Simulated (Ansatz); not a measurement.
## Geometry relaxation of SiO (part 1 of 2)

System: SiO (Pnma, 8 atoms in the cell).
Method: DFT PBE, scalar-relativistic, plane waves, PAW, no spin polarisation (Ansatz 0.2.0).

The structure was made by swapping elements on the sites of another compound; it need not be a known phase. It belongs to a series of runs on one base structure; here: GeS type (Pnma, No. 62).

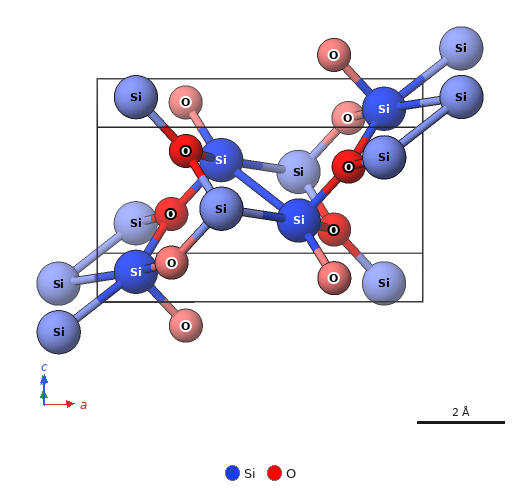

The input geometry (ball-and-stick view of the cell of the calculation, seen at an oblique angle; neighbours outside the cell are drawn fainter). Near neighbours in the crystal (not all of them lie inside the picture): Si has 3 O at 1.76 to 1.88 Å and 2 Si at 2.48 Å; O has 3 Si at 1.76 to 1.88 Å.

Key numbers

```csv
quantity,value
outcome,converged
space group (tolerance 0.01 Å),Pnma (62)
electrons treated,40
free energy,−4814.1607 eV
Fermi energy,9.980 eV
gap on the k-point mesh,0.33 eV
pressure,0.00 GPa
final volume,95.48 Å³
largest force (length of the vector) at the end,0.007 eV/Å
final cell,"a = 7.477 Å, b = 2.942 Å, c = 4.341 Å, α = 90.00°, β = 90.00°, γ = 90.00°"
hardware,"1 thread of Intel Xeon (Granite Rapids), 192 GiB of memory available, shared host"
wall time,53 s
peak memory,0.58 GiB
```

Input
```yaml
crystal:
  lattice:
    - [7.4853277506, 0.0, 0.0]
    - [0.0, 2.9407964729, 0.0]
    - [0.0, 0.0, 4.3414484133]
  atoms:
    - { symbol: Si, position: [0.1188209352, 0.25, 0.1032393969] }
    - { symbol: Si, position: [0.8811790648, 0.75, 0.8967606031] }
    - { symbol: Si, position: [0.3811790648, 0.75, 0.6032393969] }
    - { symbol: Si, position: [0.6188209352, 0.25, 0.3967606031] }
    - { symbol: O, position: [0.7721464847, 0.25, 0.7051291393] }
    - { symbol: O, position: [0.2278535153, 0.75, 0.2948708607] }
    - { symbol: O, position: [0.7278535153, 0.75, 0.2051291393] }
    - { symbol: O, position: [0.2721464847, 0.25, 0.7948708607] }
basis:
  ecutwfc: 420
kpoints:
  mp_grid: { grid: [6, 12, 8] }
hamiltonian:
  xc: pbe
scf:
  occupations: { method: gaussian, width: 0.02 }
output:
  forces: true
  stress: true
  eigenvalues: true
relax:
  adjacent_minimum: "off"
  f_tol: 0.01
  max_steps: 80
  cell: { stress_tol: 0.05 }
```

Launched with:
```bash
ansatz run input.yaml --threads 1 --pin off --max-ram 2560MiB --backend cpu --events-out ev --progress --plain --runs-dir out
```

What the program printed
```
Engine: ansatz 0.2.0, x86_64-unknown-linux-gnu
Pseudopotentials: kind: paw
Pseudopotential: Si, paw, valence charge 4, recommended cutoff 420 eV (normal), Si.paw.azcp
Pseudopotential: O, paw, valence charge 6, recommended cutoff 420 eV (normal), O.paw.azcp
Functional definition: PBE
  parameter kappa = 0.804
  parameter beta = 0.06672455060314922
  exchange = pbe_x(kappa = kappa, mu = beta*pi^2/3)
  correlation = pbe_c(beta = beta)
Crystal: 8 atoms, lattice volume = 95.568 Å³
Basis set: ecut = 420 eV, 1891 PW (Γ), exchange–correlation on 108×40×60 points (8 copies of the dense FFT grid, shifted against one another)
Bands: 28, of which v1, the nominal top of the filled ones, is band 20 counted from 1 (19 counted from 0)
Symmetry: 8 space group operations
Space group: Pnma (ITA 62), of the structure as read, at distance tolerance 4.6e-5 Å
k-points: 140 of 576
Non-local potential: Si, projectors of the file, l = 0: 2, l = 1: 2, l = 2: 2
Non-local potential: O, projectors of the file, l = 0: 2, l = 1: 2, l = 2: 1
PAW form: soft (Blöchl's): semilocal exchange-correlation on the pseudo side does not see the compensation charge
PAW one-centre angular grid: Si, 110 points (default); XC on 64 Gauss nodes
PAW one-centre angular grid: O, 110 points (default); XC on 64 Gauss nodes
Initial density: superposition of atomic densities (neutral atoms: chi_scale 0, normalization atom), corrected by the library's trained network
Initial wavefunctions: pseudopotential atomic-orbital guess
Functional: x = pbe(κ = 0.804, μ = 0.2195149727645171), c = pbe(β = 0.06672455060314922)
SCF iter   1: F=—  HF=-4814.194861 eV  |F-HF|=—  |Δ(HF+E_count)|=         —  Δρ=1.01e-2  dr2=1.23e-1  ethr=1.77e-3  ⟨swp⟩=7.3  Hψ=21592  notcnv=0  defer=6
preconditioner: auto → Resta (q_TF=auto, 2.360 Å⁻¹)  ε∞=4.1  [insulator: Δε(μ)=0.380 eV  Ē_g=13.579 eV  σ=0.020 eV  W_gap=1.00  n_scr=20 (ndim 8)  ℏωp=24.0 eV  f_vac=0.000  D(μ)=0.00/eV (n_scr^D=0)  ε∞_Penn≈4.1]
SCF iter   2: F=—  HF=-4814.168450 eV  |F-HF|=—  |Δ(HF+E_count)|=   2.64e-2  Δρ=5.02e-3  dr2=2.80e-2  ethr=3.08e-4  ⟨swp⟩=2.0  Hψ=5887  notcnv=0  defer=341
SCF iter   3: F=—  HF=-4814.161576 eV  |F-HF|=—  |Δ(HF+E_count)|=   6.87e-3  Δρ=2.13e-3  dr2=4.96e-3  ethr=7.00e-5  ⟨swp⟩=2.9  Hψ=6983  notcnv=0  defer=343
SCF iter   4: F=—  HF=-4814.160399 eV  |F-HF|=—  |Δ(HF+E_count)|=   1.18e-3  Δρ=3.74e-4  dr2=1.08e-4  ethr=1.24e-5  ⟨swp⟩=2.1  Hψ=6246  notcnv=0  defer=343
SCF iter   5: F=—  HF=-4814.160466 eV  |F-HF|=—  |Δ(HF+E_count)|=   6.64e-5  Δρ=9.34e-5  dr2=6.83e-6  ethr=2.71e-7  ⟨swp⟩=2.1  Hψ=5855  notcnv=0  defer=343
SCF iter   6: F=—  HF=-4814.160395 eV  |F-HF|=—  |Δ(HF+E_count)|=   7.05e-5  Δρ=1.55e-5  dr2=2.67e-7  ethr=1.71e-8  ⟨swp⟩=2.3  Hψ=5894  notcnv=0  defer=343
SCF iter   7: F=-4814.160396 eV  HF=-4814.160396 eV  |F-HF|=8.25e-9  |Δ(HF+E_count)|=   3.25e-7  Δρ=3.13e-6  dr2=1.32e-8  ethr=2.50e-10  ⟨swp⟩=10.0  Hψ=18267  notcnv=0
SCF 1 converged in 7 iterations: F = -4814.160396 eV  dr2 = 1.32e-8
  greatest PAW one-centre occupation: 0.864 electrons in one spin orbital (limit 2), on the O atom at site 7 (counted from 0), in its partial waves of l = 0
relax step   1: F+E_penalty+E_count = -4814.16039559 eV  Δ(F+E_penalty+E_count) = +0.000e0 eV  max|allowed force component| = 1.989e-2 eV/Å  Δτ_max = 0.0000 Å  P = -0.070 GPa  Ω = 95.568 Å³  (7 SCF iters, dr2 threshold 1.00e-7 eV, accepted)
Crystal: 8 atoms, lattice volume = 95.515 Å³
Initial density: handed on by an earlier stage of this run
Initial wavefunctions: those handed on with the density
iter 1 solved again at ethr=1.41e-7 eV; its pass at ethr=3.10e-3 eV (dr2=5.64e-5 eV) is discarded
SCF iter   1: F=—  HF=-4814.160846 eV  |F-HF|=—  |Δ(HF+E_count)|=         —  Δρ=3.23e-4  dr2=6.08e-5  ethr=1.41e-7  ⟨swp⟩=2.7  Hψ=21177  notcnv=0
preconditioner: auto → Resta (q_TF=auto, 2.360 Å⁻¹)  ε∞=4.1  [insulator: Δε(μ)=0.339 eV  Ē_g=13.665 eV  σ=0.020 eV  W_gap=1.00  n_scr=20 (ndim 8)  ℏωp=24.0 eV  f_vac=0.000  D(μ)=0.00/eV (n_scr^D=0)  ε∞_Penn≈4.1]
SCF iter   2: F=—  HF=-4814.160765 eV  |F-HF|=—  |Δ(HF+E_count)|=   8.06e-5  Δρ=1.68e-4  dr2=1.58e-5  ethr=1.41e-7  ⟨swp⟩=1.0  Hψ=3925  notcnv=0
SCF iter   3: F=—  HF=-4814.160763 eV  |F-HF|=—  |Δ(HF+E_count)|=   1.94e-6  Δρ=5.68e-5  dr2=2.15e-6  ethr=3.96e-8  ⟨swp⟩=2.7  Hψ=6533  notcnv=0
SCF iter   4: F=—  HF=-4814.160763 eV  |F-HF|=—  |Δ(HF+E_count)|=   4.72e-7  Δρ=1.03e-5  dr2=9.47e-8  ethr=5.37e-9  ⟨swp⟩=2.1  Hψ=6237  notcnv=0
SCF iter   5: F=-4814.160763 eV  HF=-4814.160763 eV  |F-HF|=1.40e-9  |Δ(HF+E_count)|=   3.75e-8  Δρ=2.16e-6  dr2=4.91e-9  ethr=2.06e-10  ⟨swp⟩=4.3  Hψ=13110  notcnv=0
SCF 2 converged in 5 iterations: F = -4814.160763 eV  dr2 = 4.91e-9
relax step   2: F+E_penalty+E_count = -4814.16076298 eV  Δ(F+E_penalty+E_count) = -3.674e-4 eV  max|allowed force component| = 1.625e-2 eV/Å  Δτ_max = 0.0018 Å  P = -0.038 GPa  Ω = 95.515 Å³  energy of the carried Pulay correction = +1.677e-4 eV  (5 SCF iters, dr2 threshold 8.24e-8 eV, accepted)
Crystal: 8 atoms, lattice volume = 95.513 Å³
iter 1 solved again at ethr=1.36e-7 eV; its pass at ethr=3.10e-3 eV (dr2=5.44e-5 eV) is discarded
SCF iter   1: F=—  HF=-4814.160902 eV  |F-HF|=—  |Δ(HF+E_count)|=         —  Δρ=3.25e-4  dr2=5.73e-5  ethr=1.36e-7  ⟨swp⟩=2.7  Hψ=20808  notcnv=0
preconditioner: auto → Resta (q_TF=auto, 2.360 Å⁻¹)  ε∞=4.1  [insulator: Δε(μ)=0.334 eV  Ē_g=13.667 eV  σ=0.020 eV  W_gap=1.00  n_scr=20 (ndim 8)  ℏωp=24.0 eV  f_vac=0.000  D(μ)=0.00/eV (n_scr^D=0)  ε∞_Penn≈4.1]
SCF iter   2: F=—  HF=-4814.160833 eV  |F-HF|=—  |Δ(HF+E_count)|=   6.93e-5  Δρ=1.74e-4  dr2=1.51e-5  ethr=1.36e-7  ⟨swp⟩=1.0  Hψ=3926  notcnv=0
SCF iter   3: F=—  HF=-4814.160832 eV  |F-HF|=—  |Δ(HF+E_count)|=   1.48e-7  Δρ=6.00e-5  dr2=2.44e-6  ethr=3.79e-8  ⟨swp⟩=2.5  Hψ=6330  notcnv=0
SCF iter   4: F=—  HF=-4814.160832 eV  |F-HF|=—  |Δ(HF+E_count)|=   5.74e-7  Δρ=9.25e-6  dr2=7.00e-8  ethr=6.09e-9  ⟨swp⟩=2.1  Hψ=6131  notcnv=0
SCF iter   5: F=-4814.160832 eV  HF=-4814.160832 eV  |F-HF|=1.63e-10  |Δ(HF+E_count)|=   2.09e-8  Δρ=2.06e-6  dr2=4.01e-9  ethr=4.21e-11  ⟨swp⟩=4.4  Hψ=13213  notcnv=0
SCF 3 converged in 5 iterations: F = -4814.160832 eV  dr2 = 4.01e-9
relax step   3: F+E_penalty+E_count = -4814.16083180 eV  Δ(F+E_penalty+E_count) = -6.882e-5 eV  max|allowed force component| = 1.094e-2 eV/Å  Δτ_max = 0.0024 Å  P = -0.030 GPa  Ω = 95.513 Å³  energy of the carried Pulay correction = +1.734e-4 eV  (5 SCF iters, dr2 threshold 1.68e-8 eV, accepted)
Crystal: 8 atoms, lattice volume = 95.480 Å³
iter 1 solved again at ethr=3.19e-8 eV; its pass at ethr=3.10e-3 eV (dr2=1.28e-5 eV) is discarded
SCF iter   1: F=—  HF=-4814.161025 eV  |F-HF|=—  |Δ(HF+E_count)|=         —  Δρ=1.04e-4  dr2=1.41e-5  ethr=3.19e-8  ⟨swp⟩=2.3  Hψ=20112  notcnv=0
preconditioner: auto → Resta (q_TF=auto, 2.360 Å⁻¹)  ε∞=4.1  [insulator: Δε(μ)=0.332 eV  Ē_g=13.669 eV  σ=0.020 eV  W_gap=1.00  n_scr=20 (ndim 8)  ℏωp=24.0 eV  f_vac=0.000  D(μ)=0.00/eV (n_scr^D=0)  ε∞_Penn≈4.1]
SCF iter   2: F=—  HF=-4814.160960 eV  |F-HF|=—  |Δ(HF+E_count)|=   6.47e-5  Δρ=5.26e-5  dr2=3.46e-6  ethr=3.19e-8  ⟨swp⟩=1.1  Hψ=3927  notcnv=0
SCF iter   3: F=—  HF=-4814.160958 eV  |F-HF|=—  |Δ(HF+E_count)|=   2.16e-6  Δρ=8.55e-6  dr2=6.89e-8  ethr=8.66e-9  ⟨swp⟩=2.9  Hψ=6068  notcnv=0
SCF iter   4: F=—  HF=-4814.160958 eV  |F-HF|=—  |Δ(HF+E_count)|=   1.16e-8  Δρ=5.35e-6  dr2=2.46e-8  ethr=1.87e-11  ⟨swp⟩=5.3  Hψ=15436  notcnv=0
SCF iter   5: F=-4814.160958 eV  HF=-4814.160958 eV  |F-HF|=5.15e-10  |Δ(HF+E_count)|=   1.68e-9  Δρ=1.55e-6  dr2=1.75e-9  ethr=1.87e-11  ⟨swp⟩=3.0  Hψ=16159  notcnv=0
SCF 4 converged in 5 iterations: F = -4814.160958 eV  dr2 = 1.75e-9
relax step   4: F+E_penalty+E_count = -4814.16095798 eV  Δ(F+E_penalty+E_count) = -1.262e-4 eV  max|allowed force component| = 5.641e-3 eV/Å  Δτ_max = 0.0007 Å  P = +0.010 GPa  Ω = 95.480 Å³  energy of the carried Pulay correction = +2.784e-4 eV  (5 SCF iters, dr2 threshold 7.49e-9 eV, accepted)
Basis set: ecut = 420 eV, 1891 PW (Γ), exchange–correlation on 100×40×60 points (8 copies of the dense FFT grid, shifted against one another)
Initial wavefunctions: pseudopotential atomic-orbital guess (no wavefunctions were taken with the density)
iter 1 solved again at ethr=3.31e-7 eV; its pass at ethr=3.10e-3 eV (dr2=1.32e-4 eV) is discarded
SCF iter   1: F=—  HF=-4814.160593 eV  |F-HF|=—  |Δ(HF+E_count)|=         —  Δρ=1.05e-5  dr2=1.98e-8  ethr=3.31e-7  ⟨swp⟩=3.0  Hψ=32783  notcnv=0
eigensolver tolerance schedule: the retry pair's looser diagonalisation over-reported the residual by 6683.85 of it (diagonalisation noise at 2.50 of the residual, at the tolerance the schedule requests for it); recorded, not acted on — ethr = c·dr2/N_el stays at c = 1.0e-1
preconditioner: auto → Resta (q_TF=auto, 2.360 Å⁻¹)  ε∞=4.1  [insulator: Δε(μ)=0.333 eV  Ē_g=13.669 eV  σ=0.020 eV  W_gap=1.00  n_scr=20 (ndim 8)  ℏωp=24.0 eV  f_vac=0.000  D(μ)=0.00/eV (n_scr^D=0)  ε∞_Penn≈4.1]
SCF iter   2: F=—  HF=-4814.160667 eV  |F-HF|=—  |Δ(HF+E_count)|=   7.35e-5  Δρ=5.30e-6  dr2=5.37e-9  ethr=4.95e-11  ⟨swp⟩=3.2  Hψ=8727  notcnv=0
SCF iter   3: F=—  HF=-4814.160667 eV  |F-HF|=—  |Δ(HF+E_count)|=   6.79e-9  Δρ=2.62e-6  dr2=9.91e-10  ethr=1.34e-11  ⟨swp⟩=2.0  Hψ=6094  notcnv=0
SCF iter   4: F=—  HF=-4814.160667 eV  |F-HF|=—  |Δ(HF+E_count)|=   2.35e-9  Δρ=7.66e-7  dr2=1.25e-10  ethr=2.48e-12  ⟨swp⟩=2.3  Hψ=6724  notcnv=0
SCF iter   5: F=-4814.160667 eV  HF=-4814.160667 eV  |F-HF|=1.64e-11  |Δ(HF+E_count)|=  2.40e-10  Δρ=1.54e-7  dr2=8.06e-12  ethr=1.00e-12  ⟨swp⟩=4.2  Hψ=12632  notcnv=0
SCF 5 converged in 5 iterations: F = -4814.160667 eV  dr2 = 8.06e-12
relax step   5: F+E_penalty+E_count = -4814.16066655 eV  Δ(F+E_penalty+E_count) = +2.914e-4 eV  max|allowed force component| = 5.670e-3 eV/Å  Δτ_max = 0.0000 Å  P = +0.005 GPa  Ω = 95.480 Å³  stress off target by 2.93e-2 GPa  SCF on the basis re-selected at this cell (its energy is not comparable with the rows above)  (5 SCF iters)
```

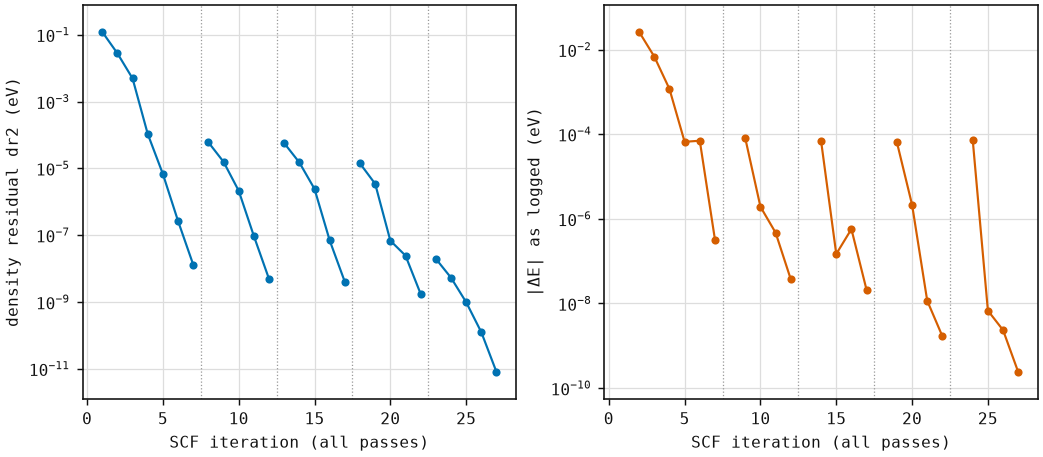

Convergence of the self-consistent field: density residual dr2 and size of the energy change against the SCF iteration. The dotted lines part the SCF passes of the relaxation: geometry steps, rejected trials and re-solves on a re-selected basis. The 5 passes take 5 to 7 iterations each, 27 in all.
